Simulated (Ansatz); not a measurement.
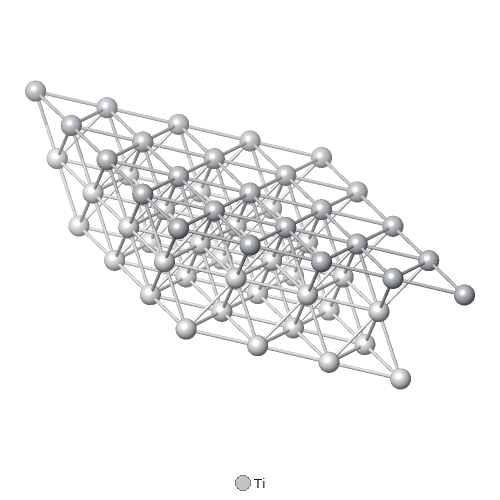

The system is C on a Ti(111) slab cut from the Fm-3m phase, its upper half relaxed before the scan (12 atoms of substrate and one adsorbate in a 2 × 2 cell); the picture shows it without the atoms that are moved over the map. C is moved over the surface cell; relaxed at each place: the height of the adsorbate's atoms; substrate rigid; the origin of the map has the adsorbate above Ti9. Places are given modulo a cell vector. The map is drawn in real space over the plane of the surface. Grid: 6 × 6 points; 10 points were computed and 26 follow by symmetry. Places are given in fractions of the 1 × 1 surface cell. Energies: eV, counted from the lowest grid point. Computed with DFT PBE, scalar-relativistic, plane waves, PAW in Ansatz. Settings: cutoff 420 eV, k-mesh 6×6×1, gaussian smearing 0.1 eV, no spin polarisation.

Range: position of C13 along the first surface vector from 0.000 to 0.833; position of C13 along the second surface vector from 0.000 to 0.833.

> What landscape does the calculation give?

The lowest grid point is at a threefold hollow over a second-layer Ti atom, (2/6, 4/6) of the cell vectors. There is a further well near a threefold hollow over a third-layer Ti atom, (4/6, 2/6) of the cell vectors (0.010 eV above the lowest at that grid point). The highest grid point, the top site over a surface Ti atom, (0/6, 0/6) of the cell vectors, lies 2.96 eV above the lowest. On the interpolated surface the easiest way out of the lowest well to the well at a threefold hollow over a third-layer Ti atom, (4/6, 2/6) of the cell vectors passes a barrier of about 0.91 eV. At the lowest point the adsorbate has 3 Ti at 1.96 Å as nearest neighbours, at the highest 1 Ti at 1.78 Å. Its relaxed height above the top atom is 1.00 Å at the lowest and 1.78 Å at the highest point.

```csv
"second ↓, first →",0/6,1/6,2/6,3/6,4/6,5/6
5/6,2.76,2.27,0.99,0.99,2.27,2.76
4/6,2.00,0.99,0.00,0.99,2.00,2.28
3/6,0.91,0.99,0.99,0.91,0.95,0.95
2/6,2.00,2.27,2.00,0.95,0.01,0.95
1/6,2.76,2.76,2.28,0.95,0.95,2.28
0/6,2.96,2.76,2.00,0.91,2.00,2.76
```

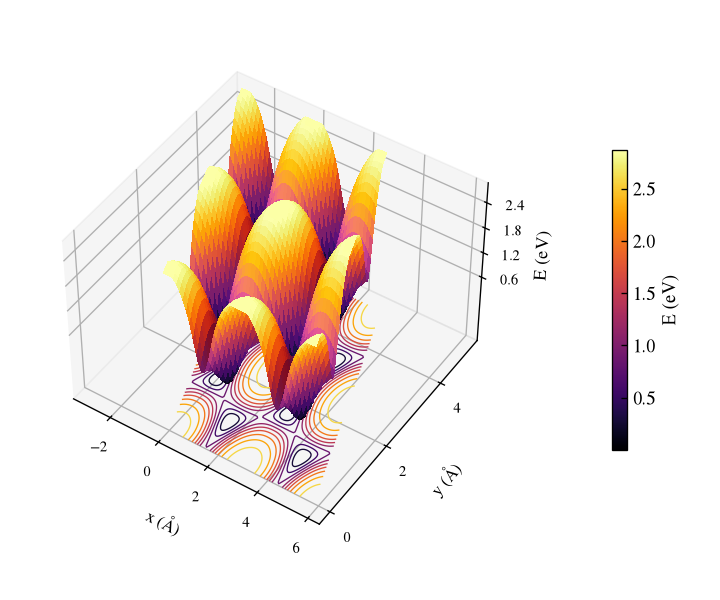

The picture shows a relief with its contours projected below, any walls above the top of the colour scale cut off. Between grid points the surface is interpolated.

Each point was launched as `ansatz run input.yaml --threads 2 --pin off --max-ram 6144MiB --backend cpu --events-out ev --progress --plain --runs-dir out`. Time for the 10 points that were run: 8.6 min on 2 threads of AMD EPYC 9R45 96-Core Processor (Zen 5) (shared host).

PAW datasets: the set soft_1.
